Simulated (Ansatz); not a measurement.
Co8Si15

The calculation's input:

```
crystal:
  lattice:
    - [5.310159, -0.069969, 5.308164]
    - [5.313105, 5.311283, -0.072915]
    - [-0.069746, 5.308114, 5.307941]
  atoms:
    - { symbol: Co, position: [0.9992888389, 0.9998515241, 0.5018351912] }
    - { symbol: Co, position: [0.9981257512, 0.4986843928, 0.5038707985] }
    - { symbol: Co, position: [0.4998956681, 0.0005932249, 0.5021266484] }
    - { symbol: Co, position: [0.4997522853, 0.4995193551, 0.5016667963] }
    - { symbol: Co, position: [0.9987171512, 0.0003239295, 0.0011825912] }
    - { symbol: Co, position: [0.9957324648, 0.4953322202, 0.997180704] }
    - { symbol: Co, position: [0.4998412685, 0.9996681455, 0.0013721488] }
    - { symbol: Co, position: [0.5005300124, 0.4989316068, 0.0009490536] }
    - { symbol: Si, position: [0.1277186687, 0.1233198926, 0.1296808699] }
    - { symbol: Si, position: [0.1232281257, 0.6235481659, 0.126661445] }
    - { symbol: Si, position: [0.6248588062, 0.1253968653, 0.1301671395] }
    - { symbol: Si, position: [0.6232586938, 0.6280857917, 0.1295564458] }
    - { symbol: Si, position: [0.1279280024, 0.1252283786, 0.6272269548] }
    - { symbol: Si, position: [0.1277747667, 0.6282484066, 0.6250888865] }
    - { symbol: Si, position: [0.6268824612, 0.1277050215, 0.628547322] }
    - { symbol: Si, position: [0.6242727501, 0.6289616617, 0.6269455284] }
    - { symbol: Si, position: [0.3730128407, 0.3730778587, 0.3756627816] }
    - { symbol: Si, position: [0.3732294686, 0.8730864838, 0.3751880608] }
    - { symbol: Si, position: [0.8722925262, 0.3721014398, 0.3746746326] }
    - { symbol: Si, position: [0.8728399051, 0.873105859, 0.3757376271] }
    - { symbol: Si, position: [0.3730678316, 0.3718288253, 0.8742494043] }
    - { symbol: Si, position: [0.3732128593, 0.8731697086, 0.8751928851] }
    - { symbol: Si, position: [0.8722642785, 0.8724730514, 0.874392129] }
basis:
  ecutwfc: 420
kpoints:
  mp_grid: { grid: [6, 6, 6] }
hamiltonian:
  xc: pbe
scf:
  occupations: { method: gaussian, width: 0.1 }
  n_extra_bands: 11
output:
  forces: true
  stress: true
  eigenvalues: true
  populations: true
  dos:
    method: { smearing: { sigma: 0.1, scheme: gaussian } }
    projected: true
    de: 0.02
  write_density: true
  write_potential: true
  elf: true
  volumetric_format: npy
```

Run with:

```sh
ansatz run input.yaml --threads 4 --pin off --max-ram 9216MiB --backend cpu --events-out ev --progress --plain --runs-dir out
```

Below, planes, directions and counts refer to the standardised cell (a = 7.61 Å, b = 7.61 Å, c = 18.27 Å, α = 89.98°, β = 89.97°, γ = 119.98°).

Space group Cm; a generated structure, not necessarily the stable one; computed without spin polarisation.

Method: DFT PBE, scalar-relativistic, plane waves, PAW (Ansatz 0.2.0).

The density is the valence pseudo-density of a PAW calculation; it isn't the true density close to the nuclei.

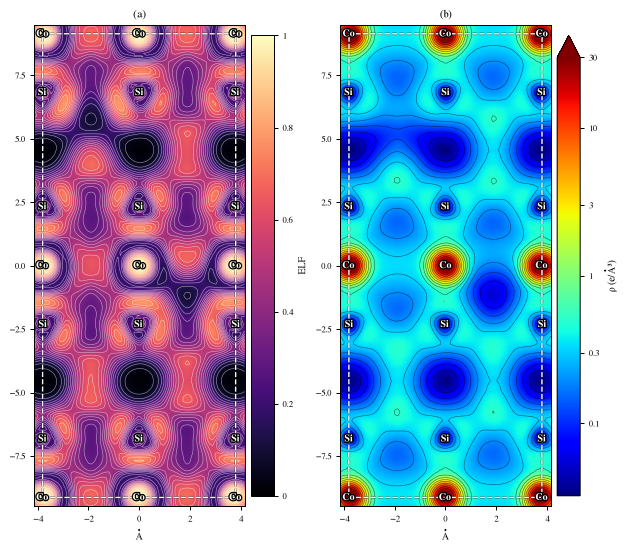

Figure 1. (a) electron localisation function; (b) valence charge density (pseudo) on the (100) plane of the standardised cell.

What does the map show?

Answer. Atoms in the plane: Co and Si.
Co–Si (2.31 Å): the density is about 0.5 e/Å³ at the midpoint; the ELF peaks at about 0.75 in the valence shell of Si, 0.9 Å from its nucleus, and is about 0.50 at the midpoint.
Co–Si (2.32 Å): ρ at the midpoint is about 0.49 e/Å³; the ELF peaks at about 0.80 in the valence shell of Si, 0.9 Å from its nucleus, and is about 0.50 at the midpoint.
Between the atoms the lowest density in this plane is 0.03 e/Å³.
The features right at Co lie inside the PAW spheres, where the map follows smoothed inner orbitals and isn't to be read closely.

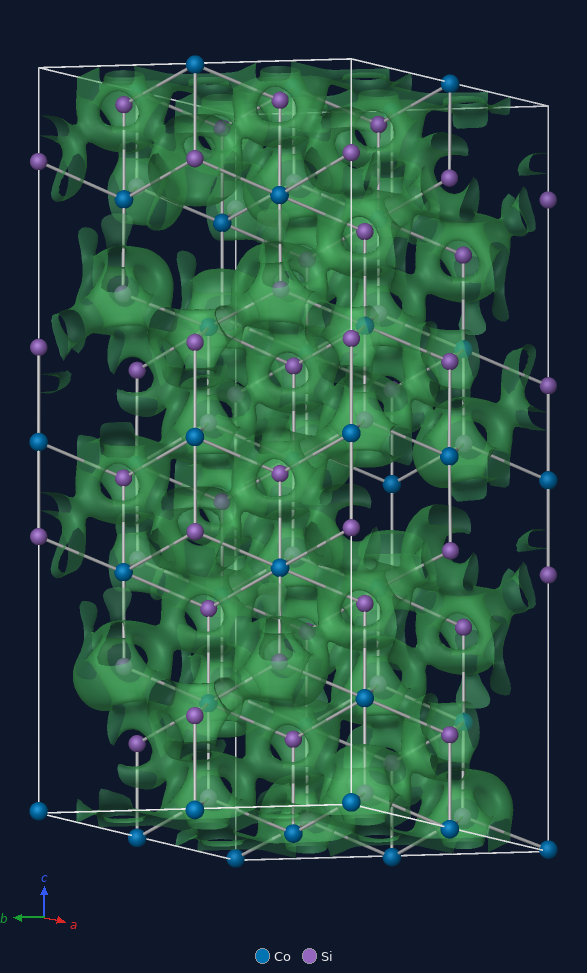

Figure 2. Isosurface of the electron localisation function at 0.6 (green), seen at an oblique angle. Core shells and regions of very low density are left out. Sticks mark near contacts.

What do the ELF domains correspond to?

Answer. The surface consists of one network that runs through the whole crystal, counted in one cell of 69 atoms. Regions shared between cells count once. Along the contacts the grid gives the following. Co–Si (2.35 Å): the ELF peaks at about 0.75 in the valence shell of Si, 0.9 Å from its nucleus, and is about 0.55 at the midpoint.

Does the calculation give a band gap?

Answer. It is gapless in this calculation (a metal or semimetal).
